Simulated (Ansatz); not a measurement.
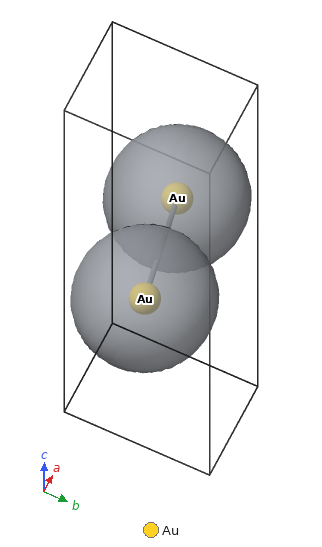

Figure. Au. Isosurface of the valence pseudo-density at 0.6 e/Å³ (grey), seen at an oblique angle. Sticks mark near contacts.

Space group P6₃/mmc.

These are results of DFT PBE, scalar-relativistic, plane waves, PAW (Ansatz), not measurements.

In a PAW calculation such maps are meaningful between the atoms, not at the nuclei.

```
Au
1.0
     2.91696    0.00000    0.00000
    -1.45848    2.52616    0.00000
     0.00000    0.00000    4.89003
Au
2
Direct
  0.33333 0.66667 0.75000
  0.66667 0.33333 0.25000
```

### How is the density connected at this value?

At this value the density breaks into separate islands; it holds about 80 % of the electrons treated as valence (semicore included). It bridges none of the near contacts. It is pinched off along the shortest Au–Au (2.92 Å) and Au–Au (2.97 Å) contacts. On the grid the lowest density along these lines, outside the cores, is 0.27 e/Å³ (Au–Au, 2.92 Å) and 0.25 e/Å³ (Au–Au, 2.97 Å).

### Does the calculation give a band gap?

It is metallic or semimetallic at this level of theory: no gap opens.
